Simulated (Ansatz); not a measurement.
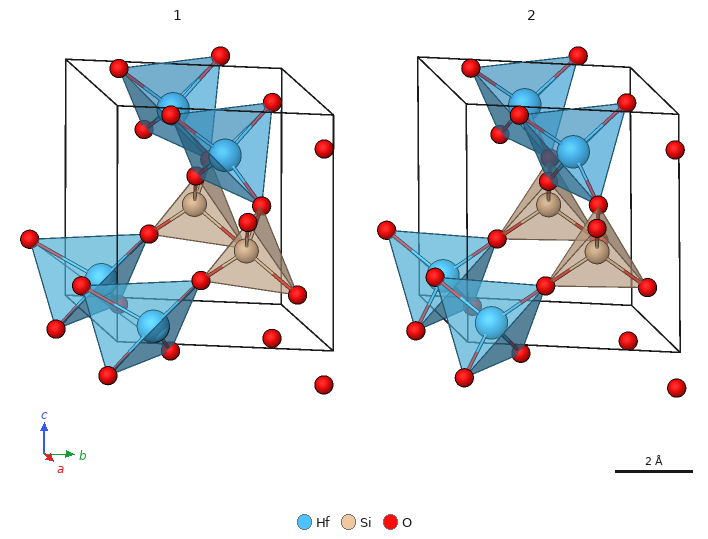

Two geometries of crystalline Hf$_{2}$SiO$_{6}$ (a generated structure, set up in P1) (coarse preliminary run), drawn at one scale. One is the start of a relaxation, the other its converged end. A polyhedral model of the reduced cell, repeated 2 × 1 × 1 with one cell outlined, seen slightly off an axis. Lengths and directions refer to the drawn axes.

These are results of DFT PBE, scalar-relativistic, plane waves, PAW (Ansatz 0.2.0), not measurements. Settings: plane-wave cutoff 420 eV; k-point mesh 4 × 4 × 2; occupations gaussian; smearing width 0.1 eV; no spin polarisation; cell and atoms relaxed; force threshold 0.025 eV/Å; at most 60 steps.

**Which one is relaxed?**

Structure 2 is the relaxed one. The largest moves relative to the cell, 0.29 Å, are those of Hf and O atoms. By element the largest moves are Hf 0.29 Å, O 0.29 Å, Si 0.20 Å. The drawn cell changes as follows: a 5.807 → 5.741 Å (−1.1 %), b 5.864 → 5.752 Å (−1.9 %), c 6.353 → 6.410 Å (+0.9 %), α 89.0° → 89.9°, β 89.6° → 90.1°, γ 61.7° → 63.0°; the volume changes by −1.0 %. Among the contacts that change: Hf–O 1.667 → 1.949 Å, Hf–O 2.178 → 1.953 Å, O–Si 1.856 → 1.636 Å, O–Si 1.422 → 1.637 Å. Bond angles that change, for instance: O–Hf–O 82.6° → 107.6°, Hf–O–Si 135.8° → 159.1°, O–Si–O 126.5° → 109.5°. The space group stays P1 (No. 1). The energy falls by 492 meV per atom in 5 accepted moves (6 points after the start). Largest force component: 13 eV/Å at the start, 0.0057 eV/Å at the end. Pressure: 4.13 GPa at the start and −0.11 GPa at the end. The SCF was repeated once at an unchanged geometry on a basis and grid sized afresh for the cell, which shifted the energy by 0.2 meV per atom at most. The run took 2.1 min on 1 thread of Intel(R) Xeon(R) Processor @ 2.70GHz (shared host), peak memory 0.52 GiB.
